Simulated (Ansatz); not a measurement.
Single-point calculation, with input and output: Mn$_{3}$Sn (part 2 of 2)

Mn$_{3}$Sn (P6₃/mmc, 16 atoms in the cell); DFT PBE, scalar-relativistic, plane waves, PAW, spin-polarised (Ansatz 0.2.0); cutoff 420 eV, 6×6×4 k-mesh, Gaussian smearing of 0.05 eV, collinear spins. The structure derives from an entry of the Crystallography Open Database.

Geometry of the input (Å; fractional positions):
```
5.5833  0.0000  0.0000
-2.7916  4.8353  0.0000
0.0000  0.0000  8.9559
Mn 0.8390  0.6779  0.1250
Mn 0.1610  0.8390  0.3750
Mn 0.3221  0.1610  0.1250
Mn 0.1610  0.3221  0.3750
Mn 0.8390  0.1610  0.1250
Mn 0.6779  0.8390  0.3750
Sn 0.3333  0.6667  0.1250
Sn 0.6667  0.3333  0.3750
Mn 0.8390  0.6779  0.6250
Mn 0.1610  0.8390  0.8750
Mn 0.3221  0.1610  0.6250
Mn 0.1610  0.3221  0.8750
Mn 0.8390  0.1610  0.6250
Mn 0.6779  0.8390  0.8750
Sn 0.3333  0.6667  0.6250
Sn 0.6667  0.3333  0.8750
```

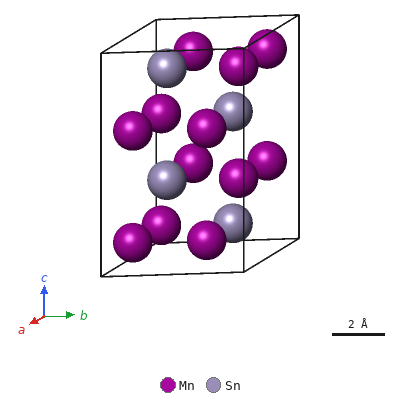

Fig. 1: The structure as given in the input (spheres-only view of the cell of the calculation, seen slightly off an axis). An atom can appear more than once, as a periodic image.

### The program's output, continued
```
  k-point 0 ↑: bands = ["-64.4572", "-64.4418", "-64.4418", "-64.4309", "-64.4309", "-64.4264", "-64.4233", "-64.4233", "-64.4233", "-64.4233", "-64.4158", "-64.4158", "-33.3151", "-33.3077", "-33.3077", "-33.3077", "-33.3077", "-33.2863", "-33.2863", "-33.2611", "-33.2611", "-33.2559", "-33.2559", "-33.2471", "-33.2471", "-33.2378", "-33.2349", "-33.2022", "-33.2022", "-33.1948", "-33.1786", "-33.1786", "-33.1694", "-33.1649", "-33.1649", "-33.1649", "-33.1649", "-33.1520", "-33.1520", "-33.1202",
      "-33.0656", "-33.0656", "-33.0616", "-33.0616", "-33.0616", "-33.0616", "-33.0565", "-33.0565", "-5.3445", "-5.3445", "-5.3445", "-5.3445", "-5.3361", "-5.3361", "-5.3346", "-5.3276", "-5.3276", "-5.3264", "-5.3264", "-5.3141", "-5.3141", "-5.3130", "-5.2978", "-5.2978", "-5.2978", "-5.2978", "-5.2889", "-5.2889", "5.2864", "6.9037", "6.9037", "8.2886", "10.8388", "10.8388", "11.6542", "11.8227", "11.8227", "11.8347", "11.8347", "12.0004",
      "12.1814", "12.1814", "12.1814", "12.1814", "12.2902", "12.6562", "12.6562", "12.9271", "12.9271", "13.0830", "13.0830", "13.1159", "13.1159", "13.1159", "13.1159", "13.2473", "13.4776", "13.6109", "13.6278", "13.6278", "13.6892", "13.7983", "13.7983", "13.8130", "13.8130", "13.8130", "13.8130", "14.0015", "14.0015", "14.4278", "14.4278", "14.4278", "14.4278", "14.5059", "14.5059", "14.5577", "14.5577", "14.6996", "14.6996", "14.8079",
      "14.8079", "14.9043", "14.9043", "14.9597", "14.9597", "14.9597", "14.9597", "15.2582", "15.4121", "15.4121", "15.6451", "15.6658", "15.7198", "15.7198", "15.7554", "15.7877", "15.8756", "15.8756", "15.8756", "15.8756", "16.2986", "16.2986", "16.9590", "16.9590", "18.1657", "18.1657", "18.2866", "19.7590", "20.0067", "20.0067", "20.0067", "20.0067", "21.3212", "21.3212", "21.6973", "22.2347", "22.2347", "22.6714", "24.0997", "24.0997",
      "24.7151", "24.9778", "24.9778", "25.0791", "25.0791", "25.5679", "25.5679"]
  k-point 1 ↑: bands = ["-64.4561", "-64.4477", "-64.4359", "-64.4303", "-64.4303", "-64.4276", "-64.4262", "-64.4262", "-64.4204", "-64.4204", "-64.4163", "-64.4163", "-33.3117", "-33.3117", "-33.3098", "-33.2963", "-33.2963", "-33.2956", "-33.2956", "-33.2747", "-33.2670", "-33.2670", "-33.2444", "-33.2381", "-33.2332", "-33.2332", "-33.2325", "-33.2148", "-33.1944", "-33.1897", "-33.1888", "-33.1841", "-33.1841", "-33.1719", "-33.1610", "-33.1533", "-33.1533", "-33.1505", "-33.1505", "-33.1258",
      "-33.0653", "-33.0653", "-33.0633", "-33.0633", "-33.0596", "-33.0596", "-33.0569", "-33.0569", "-5.3447", "-5.3447", "-5.3421", "-5.3421", "-5.3369", "-5.3369", "-5.3354", "-5.3354", "-5.3324", "-5.3197", "-5.3179", "-5.3179", "-5.3124", "-5.3113", "-5.3028", "-5.3028", "-5.2941", "-5.2941", "-5.2896", "-5.2896", "5.4010", "6.2598", "7.5366", "8.2244", "10.9149", "11.0320", "11.6661", "11.7901", "11.8449", "11.8449", "11.9190", "11.9190",
      "12.0389", "12.0389", "12.1373", "12.2505", "12.2505", "12.6986", "12.6986", "12.7061", "12.9198", "12.9198", "12.9820", "12.9820", "13.0398", "13.0398", "13.1400", "13.1551", "13.3903", "13.5524", "13.6730", "13.7060", "13.7060", "13.8454", "13.8905", "13.8905", "13.9534", "13.9534", "14.0620", "14.0620", "14.1412", "14.2251", "14.4134", "14.4134", "14.5425", "14.5425", "14.5486", "14.5486", "14.6011", "14.6011", "14.8158", "14.8158",
      "14.8590", "14.8590", "14.8892", "14.8892", "14.9067", "14.9486", "14.9486", "15.0608", "15.1632", "15.5581", "15.5934", "15.6559", "15.6933", "15.7433", "15.7461", "15.7569", "15.7569", "15.7826", "16.2008", "16.2008", "16.2815", "16.2815", "16.8927", "16.8927", "17.8278", "18.8654", "18.9275", "18.9893", "20.0608", "20.0608", "20.2595", "20.2595", "20.9844", "20.9844", "21.6665", "21.6665", "21.9645", "22.8050", "23.2986", "24.3621",
      "24.3621", "25.6273", "25.6273", "25.6604", "25.7924", "25.7924", "25.9472"]
  k-point 2 ↑: bands = ["-64.4527", "-64.4527", "-64.4309", "-64.4309", "-64.4287", "-64.4287", "-64.4287", "-64.4287", "-64.4180", "-64.4180", "-64.4180", "-64.4180", "-33.3073", "-33.3073", "-33.3073", "-33.3073", "-33.2949", "-33.2949", "-33.2809", "-33.2809", "-33.2809", "-33.2809", "-33.2396", "-33.2396", "-33.2254", "-33.2254", "-33.2083", "-33.2083", "-33.2083", "-33.2083", "-33.1930", "-33.1930", "-33.1790", "-33.1790", "-33.1493", "-33.1493", "-33.1493", "-33.1493", "-33.1409", "-33.1409",
      "-33.0646", "-33.0646", "-33.0646", "-33.0646", "-33.0580", "-33.0580", "-33.0580", "-33.0580", "-5.3416", "-5.3416", "-5.3416", "-5.3416", "-5.3391", "-5.3391", "-5.3391", "-5.3391", "-5.3267", "-5.3267", "-5.3113", "-5.3113", "-5.3096", "-5.3096", "-5.3096", "-5.3096", "-5.2914", "-5.2914", "-5.2914", "-5.2914", "5.7359", "5.7359", "7.9947", "7.9947", "11.3083", "11.3083", "11.3886", "11.3886", "11.9166", "11.9166", "11.9166", "11.9166",
      "12.1212", "12.1212", "12.1212", "12.1212", "12.2552", "12.2552", "12.8171", "12.8171", "12.8171", "12.8171", "12.9253", "12.9253", "12.9253", "12.9253", "13.1333", "13.1333", "13.4133", "13.4133", "13.8267", "13.8267", "13.8267", "13.8267", "13.8547", "13.8547", "14.0867", "14.0867", "14.0867", "14.0867", "14.4149", "14.4149", "14.4840", "14.4840", "14.4840", "14.4840", "14.5024", "14.5024", "14.5024", "14.5024", "14.8491", "14.8491",
      "14.8491", "14.8491", "14.8725", "14.8725", "14.8950", "14.8950", "14.8950", "14.8950", "15.2831", "15.2831", "15.6707", "15.6707", "15.6915", "15.6915", "15.7680", "15.7680", "15.9562", "15.9562", "15.9562", "15.9562", "16.6685", "16.6685", "16.6685", "16.6685", "18.1236", "18.1236", "19.5722", "19.5722", "20.4208", "20.4208", "20.4208", "20.4208", "20.8315", "20.8315", "20.8315", "20.8315", "21.6578", "21.6578", "24.7207", "24.7207",
      "25.0091", "25.0091", "25.0091", "25.0091", "26.6506", "26.6506", "26.9412"]
  k-point 20 ↓: bands = ["-61.2025", "-61.2025", "-61.1859", "-61.1859", "-61.1859", "-61.1859", "-61.1786", "-61.1786", "-61.1725", "-61.1725", "-61.1725", "-61.1725", "-30.1137", "-30.1137", "-30.1048", "-30.1048", "-30.1048", "-30.1048", "-30.0679", "-30.0679", "-30.0679", "-30.0679", "-30.0673", "-30.0673", "-30.0242", "-30.0242", "-30.0131", "-30.0131", "-30.0081", "-30.0081", "-30.0081", "-30.0081", "-29.9708", "-29.9708", "-29.9691", "-29.9691", "-29.9691", "-29.9691", "-29.9469", "-29.9469",
      "-29.9469", "-29.9469", "-29.9402", "-29.9402", "-29.9217", "-29.9217", "-29.9217", "-29.9217", "-5.3743", "-5.3743", "-5.3675", "-5.3675", "-5.3626", "-5.3626", "-5.3626", "-5.3626", "-5.3499", "-5.3499", "-5.3499", "-5.3499", "-5.3469", "-5.3469", "-5.3446", "-5.3446", "-5.3446", "-5.3446", "-5.3298", "-5.3298", "7.2855", "7.2855", "7.2855", "7.2855", "10.2301", "10.2301", "11.5215", "11.5215", "11.5215", "11.5215", "13.0340", "13.0340",
      "13.6440", "13.6440", "13.6440", "13.6440", "13.9325", "13.9325", "14.2759", "14.2759", "15.0756", "15.0756", "15.0756", "15.0756", "15.5911", "15.5911", "15.5911", "15.5911", "15.6140", "15.6140", "15.9373", "15.9373", "15.9373", "15.9373", "15.9397", "15.9397", "16.4004", "16.4004", "16.5489", "16.5489", "16.5489", "16.5489", "16.9248", "16.9248", "16.9248", "16.9248", "17.0327", "17.0327", "17.1991", "17.1991", "17.6924", "17.6924",
      "17.6924", "17.6924", "17.8358", "17.8358", "17.8358", "17.8358", "17.8712", "17.8712", "18.0879", "18.0879", "18.0879", "18.0879", "18.1658", "18.1658", "18.2590", "18.2590", "18.9577", "18.9577", "18.9577", "18.9577", "19.6965", "19.6965", "19.6965", "19.6965", "20.2563", "20.2563", "21.9413", "21.9413", "21.9413", "21.9413", "22.5259", "22.5259", "22.9607", "22.9607", "22.9607", "22.9607", "24.1244", "24.1244", "25.1835", "25.1835",
      "25.1835", "25.1835", "25.4874", "25.4874", "25.8510", "25.8510", "25.8510"]
--- Löwdin populations: 16 sites ---
  site symbol       q [e]    m [muB]
     0     Mn     14.6038     3.1328
     1     Mn     14.6038     3.1328
     2     Mn     14.6038     3.1328
     3     Mn     14.6038     3.1328
     4     Mn     14.6038     3.1328
     5     Mn     14.6038     3.1328
     6     Sn     14.6659    -0.3442
     7     Sn     14.6659    -0.3442
     8     Mn     14.6038     3.1328
     9     Mn     14.6038     3.1328
    10     Mn     14.6038     3.1328
    11     Mn     14.6038     3.1328
    12     Mn     14.6038     3.1328
    13     Mn     14.6038     3.1328
    14     Sn     14.6659    -0.3442
    15     Sn     14.6659    -0.3442
  spilling = 0.008858 (of n_electrons = 236.000000)
```

### File populations.tsv
```
# site	symbol	l	j	q_up	q_dn
# orbitals = lowdin
# n_electrons = 236.000000
# spilling = 0.008858
0	Mn	0_3S	-	0.999069	0.999213
0	Mn	0_4S	-	0.343087	0.348440
0	Mn	1_3P	-	2.997907	2.997396
0	Mn	2_3D	-	4.528264	1.390466
1	Mn	0_3S	-	0.999069	0.999213
1	Mn	0_4S	-	0.343087	0.348440
1	Mn	1_3P	-	2.997907	2.997396
1	Mn	2_3D	-	4.528264	1.390466
2	Mn	0_3S	-	0.999069	0.999213
2	Mn	0_4S	-	0.343087	0.348440
2	Mn	1_3P	-	2.997907	2.997396
2	Mn	2_3D	-	4.528264	1.390466
3	Mn	0_3S	-	0.999069	0.999213
3	Mn	0_4S	-	0.343087	0.348440
3	Mn	1_3P	-	2.997907	2.997396
3	Mn	2_3D	-	4.528264	1.390466
4	Mn	0_3S	-	0.999069	0.999213
4	Mn	0_4S	-	0.343087	0.348440
4	Mn	1_3P	-	2.997907	2.997396
4	Mn	2_3D	-	4.528264	1.390466
5	Mn	0_3S	-	0.999069	0.999213
5	Mn	0_4S	-	0.343087	0.348440
5	Mn	1_3P	-	2.997907	2.997396
5	Mn	2_3D	-	4.528264	1.390466
6	Sn	0_5S	-	0.725727	0.743169
6	Sn	1_5P	-	1.438081	1.768831
6	Sn	2_4D	-	4.997009	4.993034
7	Sn	0_5S	-	0.725727	0.743169
7	Sn	1_5P	-	1.438081	1.768831
7	Sn	2_4D	-	4.997009	4.993034
8	Mn	0_3S	-	0.999069	0.999213
8	Mn	0_4S	-	0.343087	0.348440
8	Mn	1_3P	-	2.997907	2.997396
8	Mn	2_3D	-	4.528264	1.390466
9	Mn	0_3S	-	0.999069	0.999213
9	Mn	0_4S	-	0.343087	0.348440
9	Mn	1_3P	-	2.997907	2.997396
9	Mn	2_3D	-	4.528264	1.390466
10	Mn	0_3S	-	0.999069	0.999213
10	Mn	0_4S	-	0.343087	0.348440
10	Mn	1_3P	-	2.997907	2.997396
10	Mn	2_3D	-	4.528264	1.390466
11	Mn	0_3S	-	0.999069	0.999213
11	Mn	0_4S	-	0.343087	0.348440
11	Mn	1_3P	-	2.997907	2.997396
11	Mn	2_3D	-	4.528264	1.390466
12	Mn	0_3S	-	0.999069	0.999213
12	Mn	0_4S	-	0.343087	0.348440
12	Mn	1_3P	-	2.997907	2.997396
12	Mn	2_3D	-	4.528264	1.390466
13	Mn	0_3S	-	0.999069	0.999213
13	Mn	0_4S	-	0.343087	0.348440
13	Mn	1_3P	-	2.997907	2.997396
13	Mn	2_3D	-	4.528264	1.390466
14	Sn	0_5S	-	0.725727	0.743169
14	Sn	1_5P	-	1.438081	1.768831
14	Sn	2_4D	-	4.997009	4.993034
15	Sn	0_5S	-	0.725727	0.743169
15	Sn	1_5P	-	1.438081	1.768831
15	Sn	2_4D	-	4.997009	4.993034
```

### Summary

- outcome: converged
- space group (tolerance 0.01 Å): P6₃/mmc (194)
- electrons treated: 236
- free energy: −70879.5983 eV
- Fermi energy: 15.889 eV
- gap on the k-point mesh: none (metallic)
- net moment of the cell: 36.08 μB
- integrated absolute moment: 37.91 μB
- pressure: 0.11 GPa
- largest force (length of the vector): 0.003 eV/Å
- hardware: 4 threads of Oxide Virtual Turin-like (Zen 5), 32 GiB of memory available, shared host
- wall time: 30 s (CPU time 1.7 min)
- peak memory: 1.9 GiB
